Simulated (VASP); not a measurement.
# Single-point calculation, with input and output: Ge (part 2 of 4)

Continued. System: Ge (36 atoms in the cell). Method: Kohn-Sham DFT of a periodic cell, LDA, VASP PAW LDA potentials, recommended, no spin polarisation (VASP 6.6.1); cutoff 280 eV, 2×2×3 k-mesh, Gaussian smearing of 0.05 eV. The structure derives from an entry of the Crystallography Open Database. It belongs to a series of runs on one base structure; here: grid = ENCUT=280 dk=0.45 cell=3x3x2 ISMEAR=0 SIGMA=0.05 LREAL=Auto EDIFF=1e-06. The settings are looser than a standard set-up, so the numbers are not reference values.

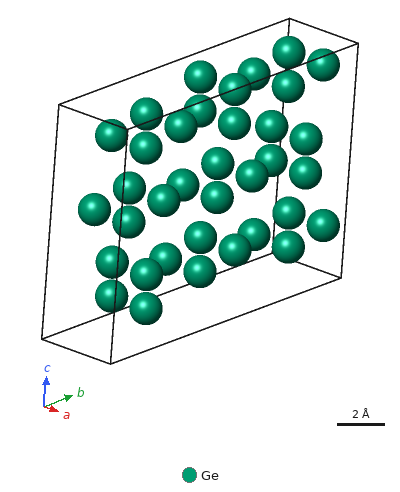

Figure 1. The structure (spheres-only view of the reduced cell, seen slightly off an axis). An atom can appear more than once, as a periodic image.

## Parts of OUTCAR, continued
```
    202      -3.1470      2.00000
    203      -3.0045      2.00000
    204      -3.0045      2.00000
    205      -3.0045      2.00000
    206      -3.0044      2.00000
    207      -2.9071      2.00000
    208      -2.1760      2.00000
    209      -2.1759      2.00000
    210      -1.5166      2.00000
    211      -1.5166      2.00000
    212      -1.4010      2.00000
    213      -1.4010      2.00000
    214      -1.4010      2.00000
    215      -1.4010      2.00000
    216       0.2561      2.00000
    217       0.2561      2.00000
    218       0.5630      2.00000
    219       0.5630      2.00000
    220       0.9756      2.00000
    221       0.9756      2.00000
    222       0.9756      2.00000
    223       0.9756      2.00000
    224       1.3834      2.00000
    225       1.3834      2.00000
    226       1.8409      2.00000
    227       1.8409      2.00000
    228       1.9660      2.00000
    229       1.9660      2.00000
    230       1.9660      2.00000
    231       1.9660      2.00000
    232       2.1231      2.00000
    233       2.1232      2.00000
    234       2.1232      2.00000
    235       2.1232      2.00000
    236       2.4172      2.00000
    237       2.4172      2.00000
    238       3.2488      2.00000
    239       3.2488      2.00000
    240       3.3255      2.00000
    241       3.3255      2.00000
    242       3.5629      2.00000
    243       3.5629      2.00000
    244       3.5629      2.00000
    245       3.5629      2.00000
    246       3.5630      2.00000
    247       3.5630      2.00000
    248       3.5630      2.00000
    249       3.5630      2.00000
    250       4.5826      1.99999
    251       4.7300      1.15956
    252       4.7301      1.15915
    253       4.7301      1.15889
    254       4.7906      0.13060
    255       5.0199      0.00000
    256       5.0199      0.00000
    257       5.0199      0.00000
    258       5.0200      0.00000
    259       5.3035      0.00000
    260       5.3038      0.00000
    261       5.6886      0.00000
    262       5.6886      0.00000
    263       5.6927      0.00000
    264       5.9260      0.00000

 k-point     2 :       0.5000    0.0000    0.0000
  band No.  band energies     occupation
      1     -20.2960      2.00000
      2     -20.2960      2.00000
      3     -20.2960      2.00000
      4     -20.2960      2.00000
      5     -20.2949      2.00000
      6     -20.2949      2.00000
      7     -20.2921      2.00000
      8     -20.2921      2.00000
      9     -20.2921      2.00000
     10     -20.2921      2.00000
     11     -20.2902      2.00000
     12     -20.2902      2.00000
     13     -20.2887      2.00000
     14     -20.2887      2.00000
     15     -20.2874      2.00000
     16     -20.2874      2.00000
     17     -20.2826      2.00000
     18     -20.2826      2.00000
     19     -20.2821      2.00000
     20     -20.2821      2.00000
     21     -20.2821      2.00000
     22     -20.2821      2.00000
     23     -20.2812      2.00000
     24     -20.2812      2.00000
     25     -20.2775      2.00000
     26     -20.2775      2.00000
     27     -20.2775      2.00000
     28     -20.2775      2.00000
     29     -20.2730      2.00000
     30     -20.2729      2.00000
     31     -20.2703      2.00000
     32     -20.2703      2.00000
     33     -20.2648      2.00000
     34     -20.2648      2.00000
     35     -20.2648      2.00000
     36     -20.2648      2.00000
     37     -20.2446      2.00000
     38     -20.2446      2.00000
     39     -20.2401      2.00000
     40     -20.2401      2.00000
     41     -20.2338      2.00000
     42     -20.2170      2.00000
     43     -20.2170      2.00000
     44     -20.2170      2.00000
     45     -20.2170      2.00000
     46     -20.2148      2.00000
     47     -20.2148      2.00000
     48     -20.2140      2.00000
     49     -20.2140      2.00000
     50     -20.2124      2.00000
     51     -20.2124      2.00000
     52     -20.2015      2.00000
     53     -20.2015      2.00000
     54     -20.1991      2.00000
     55     -20.1991      2.00000
     56     -20.1991      2.00000
     57     -20.1991      2.00000
     58     -20.1799      2.00000
     59     -20.1799      2.00000
     60     -20.1751      2.00000
     61     -20.1751      2.00000
     62     -20.1732      2.00000
     63     -20.1732      2.00000
     64     -20.1714      2.00000
     65     -20.1714      2.00000
     66     -20.1714      2.00000
     67     -20.1714      2.00000
     68     -20.1596      2.00000
     69     -20.1596      2.00000
     70     -20.1593      2.00000
     71     -20.1593      2.00000
     72     -20.1593      2.00000
     73     -20.1593      2.00000
     74     -20.1524      2.00000
     75     -20.1524      2.00000
     76     -20.1524      2.00000
     77     -20.1524      2.00000
     78     -20.1524      2.00000
     79     -20.1524      2.00000
     80     -20.1521      2.00000
     81     -20.1521      2.00000
     82     -20.1502      2.00000
     83     -20.1502      2.00000
     84     -20.1326      2.00000
     85     -20.1326      2.00000
     86     -20.1259      2.00000
     87     -20.1259      2.00000
     88     -20.1084      2.00000
     89     -20.1084      2.00000
     90     -20.1048      2.00000
     91     -20.1048      2.00000
     92     -20.1048      2.00000
     93     -20.1048      2.00000
     94     -20.1010      2.00000
     95     -20.1010      2.00000
     96     -20.0941      2.00000
     97     -20.0941      2.00000
     98     -20.0818      2.00000
     99     -20.0818      2.00000
    100     -20.0769      2.00000
    101     -20.0769      2.00000
    102     -20.0769      2.00000
    103     -20.0769      2.00000
    104     -20.0736      2.00000
    105     -20.0736      2.00000
    106     -20.0705      2.00000
    107     -20.0705      2.00000
    108     -20.0705      2.00000
    109     -20.0705      2.00000
    110     -20.0641      2.00000
    111     -20.0641      2.00000
    112     -20.0513      2.00000
    113     -20.0513      2.00000
    114     -20.0507      2.00000
    115     -20.0507      2.00000
    116     -20.0507      2.00000
    117     -20.0507      2.00000
    118     -20.0477      2.00000
    119     -20.0477      2.00000
    120     -20.0444      2.00000
    121     -20.0444      2.00000
    122     -20.0407      2.00000
    123     -20.0406      2.00000
    124     -20.0404      2.00000
    125     -20.0404      2.00000
    126     -20.0338      2.00000
    127     -20.0338      2.00000
    128     -20.0320      2.00000
    129     -20.0320      2.00000
    130     -20.0320      2.00000
    131     -20.0320      2.00000
    132     -20.0306      2.00000
    133     -20.0306      2.00000
    134     -20.0290      2.00000
    135     -20.0290      2.00000
    136     -20.0269      2.00000
    137     -20.0228      2.00000
    138     -20.0228      2.00000
    139     -20.0228      2.00000
    140     -20.0228      2.00000
    141     -20.0127      2.00000
    142     -20.0127      2.00000
    143     -20.0055      2.00000
    144     -20.0055      2.00000
    145     -19.9798      2.00000
    146     -19.9797      2.00000
    147     -19.9797      2.00000
    148     -19.9797      2.00000
    149     -19.9743      2.00000
    150     -19.9743      2.00000
    151     -19.9656      2.00000
    152     -19.9656      2.00000
    153     -19.9611      2.00000
    154     -19.9611      2.00000
    155     -19.9611      2.00000
    156     -19.9611      2.00000
    157     -19.9611      2.00000
    158     -19.9611      2.00000
    159     -19.9576      2.00000
    160     -19.9576      2.00000
    161     -19.9554      2.00000
    162     -19.9554      2.00000
    163     -19.9539      2.00000
    164     -19.9539      2.00000
    165     -19.9530      2.00000
    166     -19.9530      2.00000
    167     -19.9517      2.00000
    168     -19.9517      2.00000
    169     -19.9516      2.00000
    170     -19.9516      2.00000
    171     -19.9489      2.00000
    172     -19.9489      2.00000
    173     -19.9489      2.00000
    174     -19.9489      2.00000
    175     -19.9452      2.00000
    176     -19.9452      2.00000
    177     -19.9421      2.00000
    178     -19.9421      2.00000
    179     -19.9421      2.00000
    180     -19.9421      2.00000
    181      -7.7386      2.00000
    182      -7.7386      2.00000
    183      -6.8680      2.00000
    184      -6.8680      2.00000
    185      -6.1454      2.00000
    186      -6.1454      2.00000
    187      -5.9876      2.00000
    188      -5.9573      2.00000
    189      -5.9573      2.00000
    190      -5.8131      2.00000
    191      -5.8131      2.00000
    192      -5.8131      2.00000
    193      -5.8131      2.00000
    194      -5.2288      2.00000
    195      -5.2288      2.00000
    196      -4.1953      2.00000
    197      -4.1953      2.00000
    198      -4.1230      2.00000
    199      -4.1230      2.00000
    200      -4.1230      2.00000
    201      -4.1230      2.00000
    202      -3.0044      2.00000
    203      -3.0044      2.00000
    204      -2.9071      2.00000
    205      -2.7112      2.00000
    206      -2.7112      2.00000
    207      -2.7111      2.00000
    208      -2.7111      2.00000
    209      -2.1759      2.00000
    210      -2.1759      2.00000
    211      -2.0791      2.00000
    212      -2.0791      2.00000
    213      -0.7366      2.00000
    214      -0.7366      2.00000
    215       0.9756      2.00000
    216       0.9756      2.00000
    217       0.9838      2.00000
    218       0.9838      2.00000
    219       0.9838      2.00000
    220       0.9838      2.00000
    221       1.0179      2.00000
    222       1.0179      2.00000
    223       1.3834      2.00000
    224       1.3834      2.00000
    225       1.5067      2.00000
    226       1.5067      2.00000
    227       1.5861      2.00000
    228       1.5861      2.00000
    229       1.5861      2.00000
    230       1.5861      2.00000
    231       1.6542      2.00000
    232       1.6542      2.00000
    233       1.9660      2.00000
    234       1.9660      2.00000
    235       2.2781      2.00000
    236       2.2781      2.00000
    237       2.4222      2.00000
    238       2.4222      2.00000
    239       2.7608      2.00000
    240       2.7608      2.00000
    241       2.7608      2.00000
    242       2.7609      2.00000
    243       2.8268      2.00000
    244       2.8268      2.00000
    245       3.2488      2.00000
    246       3.2488      2.00000
    247       3.3255      2.00000
    248       3.3255      2.00000
    249       4.2070      2.00000
    250       4.2071      2.00000
    251       4.2071      2.00000
    252       4.2071      2.00000
    253       4.7906      0.13059
    254       5.3892      0.00000
    255       5.3892      0.00000
    256       5.5781      0.00000
    257       5.5792      0.00000
    258       5.6885      0.00000
    259       5.6887      0.00000
    260       6.2596      0.00000
    261       6.2690      0.00000
    262       6.2796      0.00000
    263       6.3556      0.00000
    264       6.4219      0.00000

 k-point     3 :       0.5000    0.5000    0.0000
  band No.  band energies     occupation
      1     -20.3001      2.00000
      2     -20.3001      2.00000
      3     -20.2950      2.00000
      4     -20.2949      2.00000
      5     -20.2949      2.00000
      6     -20.2949      2.00000
      7     -20.2921      2.00000
      8     -20.2921      2.00000
      9     -20.2921      2.00000
     10     -20.2921      2.00000
     11     -20.2899      2.00000
     12     -20.2899      2.00000
     13     -20.2887      2.00000
     14     -20.2887      2.00000
     15     -20.2826      2.00000
     16     -20.2826      2.00000
     17     -20.2826      2.00000
     18     -20.2826      2.00000
     19     -20.2821      2.00000
     20     -20.2821      2.00000
     21     -20.2821      2.00000
     22     -20.2821      2.00000
     23     -20.2789      2.00000
     24     -20.2789      2.00000
     25     -20.2775      2.00000
     26     -20.2775      2.00000
     27     -20.2775      2.00000
     28     -20.2775      2.00000
     29     -20.2729      2.00000
     30     -20.2729      2.00000
     31     -20.2725      2.00000
     32     -20.2725      2.00000
     33     -20.2629      2.00000
     34     -20.2629      2.00000
     35     -20.2604      2.00000
     36     -20.2604      2.00000
     37     -20.2604      2.00000
     38     -20.2604      2.00000
     39     -20.2338      2.00000
     40     -20.2332      2.00000
     41     -20.2332      2.00000
     42     -20.2170      2.00000
     43     -20.2170      2.00000
     44     -20.2170      2.00000
     45     -20.2170      2.00000
     46     -20.2148      2.00000
     47     -20.2148      2.00000
     48     -20.2148      2.00000
     49     -20.2148      2.00000
     50     -20.2140      2.00000
     51     -20.2140      2.00000
     52     -20.2015      2.00000
     53     -20.2015      2.00000
     54     -20.2005      2.00000
     55     -20.2005      2.00000
     56     -20.1906      2.00000
     57     -20.1906      2.00000
     58     -20.1899      2.00000
     59     -20.1899      2.00000
     60     -20.1777      2.00000
     61     -20.1777      2.00000
     62     -20.1751      2.00000
     63     -20.1751      2.00000
     64     -20.1732      2.00000
     65     -20.1732      2.00000
     66     -20.1714      2.00000
     67     -20.1714      2.00000
     68     -20.1594      2.00000
     69     -20.1593      2.00000
     70     -20.1593      2.00000
     71     -20.1593      2.00000
     72     -20.1524      2.00000
     73     -20.1524      2.00000
     74     -20.1524      2.00000
     75     -20.1524      2.00000
     76     -20.1524      2.00000
     77     -20.1524      2.00000
     78     -20.1502      2.00000
     79     -20.1502      2.00000
     80     -20.1502      2.00000
     81     -20.1502      2.00000
     82     -20.1420      2.00000
     83     -20.1420      2.00000
     84     -20.1326      2.00000
     85     -20.1326      2.00000
     86     -20.1326      2.00000
     87     -20.1326      2.00000
     88     -20.1180      2.00000
     89     -20.1180      2.00000
     90     -20.1094      2.00000
     91     -20.1094      2.00000
     92     -20.1011      2.00000
     93     -20.1011      2.00000
     94     -20.0941      2.00000
     95     -20.0941      2.00000
     96     -20.0941      2.00000
     97     -20.0941      2.00000
     98     -20.0779      2.00000
     99     -20.0779      2.00000
    100     -20.0769      2.00000
    101     -20.0769      2.00000
    102     -20.0769      2.00000
    103     -20.0769      2.00000
    104     -20.0736      2.00000
    105     -20.0736      2.00000
    106     -20.0736      2.00000
    107     -20.0735      2.00000
    108     -20.0641      2.00000
    109     -20.0641      2.00000
    110     -20.0583      2.00000
    111     -20.0583      2.00000
    112     -20.0527      2.00000
    113     -20.0527      2.00000
    114     -20.0523      2.00000
    115     -20.0523      2.00000
    116     -20.0507      2.00000
    117     -20.0507      2.00000
    118     -20.0507      2.00000
    119     -20.0507      2.00000
    120     -20.0477      2.00000
    121     -20.0477      2.00000
    122     -20.0444      2.00000
    123     -20.0444      2.00000
    124     -20.0406      2.00000
    125     -20.0406      2.00000
    126     -20.0404      2.00000
    127     -20.0403      2.00000
    128     -20.0376      2.00000
    129     -20.0376      2.00000
    130     -20.0320      2.00000
    131     -20.0320      2.00000
    132     -20.0320      2.00000
    133     -20.0320      2.00000
    134     -20.0306      2.00000
    135     -20.0306      2.00000
    136     -20.0306      2.00000
    137     -20.0306      2.00000
    138     -20.0269      2.00000
    139     -20.0087      2.00000
    140     -20.0087      2.00000
    141     -20.0077      2.00000
    142     -20.0077      2.00000
    143     -19.9926      2.00000
    144     -19.9926      2.00000
    145     -19.9926      2.00000
    146     -19.9925      2.00000
    147     -19.9775      2.00000
    148     -19.9775      2.00000
    149     -19.9753      2.00000
    150     -19.9753      2.00000
    151     -19.9656      2.00000
    152     -19.9656      2.00000
    153     -19.9642      2.00000
    154     -19.9642      2.00000
    155     -19.9611      2.00000
    156     -19.9611      2.00000
    157     -19.9611      2.00000
    158     -19.9611      2.00000
    159     -19.9576      2.00000
    160     -19.9576      2.00000
    161     -19.9554      2.00000
    162     -19.9554      2.00000
    163     -19.9554      2.00000
    164     -19.9554      2.00000
    165     -19.9539      2.00000
    166     -19.9539      2.00000
    167     -19.9516      2.00000
    168     -19.9516      2.00000
    169     -19.9489      2.00000
    170     -19.9489      2.00000
    171     -19.9489      2.00000
    172     -19.9489      2.00000
    173     -19.9486      2.00000
    174     -19.9486      2.00000
    175     -19.9452      2.00000
    176     -19.9452      2.00000
    177     -19.9452      2.00000
    178     -19.9452      2.00000
    179     -19.9392      2.00000
    180     -19.9392      2.00000
    181      -7.6232      2.00000
    182      -7.6232      2.00000
    183      -7.1931      2.00000
    184      -7.1931      2.00000
    185      -6.1454      2.00000
    186      -6.1454      2.00000
    187      -5.9876      2.00000
    188      -5.8131      2.00000
    189      -5.8131      2.00000
    190      -5.8131      2.00000
    191      -5.8131      2.00000
    192      -5.2288      2.00000
    193      -5.2288      2.00000
    194      -5.2288      2.00000
    195      -5.2288      2.00000
    196      -5.0912      2.00000
    197      -5.0912      2.00000
    198      -4.1953      2.00000
    199      -4.1953      2.00000
    200      -3.1770      2.00000
    201      -3.1770      2.00000
    202      -3.0045      2.00000
    203      -3.0045      2.00000
    204      -3.0045      2.00000
    205      -3.0044      2.00000
    206      -2.9071      2.00000
    207      -2.7111      2.00000
    208      -2.7111      2.00000
    209      -2.7111      2.00000
    210      -2.7111      2.00000
    211      -2.1759      2.00000
    212      -2.1759      2.00000
    213      -0.0345      2.00000
    214      -0.0345      2.00000
    215       0.5630      2.00000
    216       0.5630      2.00000
    217       0.9756      2.00000
    218       0.9756      2.00000
    219       0.9756      2.00000
    220       0.9756      2.00000
    221       1.3834      2.00000
    222       1.3834      2.00000
    223       1.4884      2.00000
    224       1.4884      2.00000
    225       1.5861      2.00000
    226       1.5861      2.00000
    227       1.5861      2.00000
    228       1.5861      2.00000
    229       1.6542      2.00000
    230       1.6542      2.00000
    231       1.8409      2.00000
    232       1.8409      2.00000
    233       1.9660      2.00000
    234       1.9660      2.00000
    235       1.9660      2.00000
    236       1.9660      2.00000
    237       2.1672      2.00000
    238       2.1672      2.00000
    239       2.7608      2.00000
    240       2.7608      2.00000
    241       2.7608      2.00000
    242       2.7608      2.00000
    243       3.2488      2.00000
    244       3.2488      2.00000
    245       3.3255      2.00000
    246       3.3255      2.00000
```
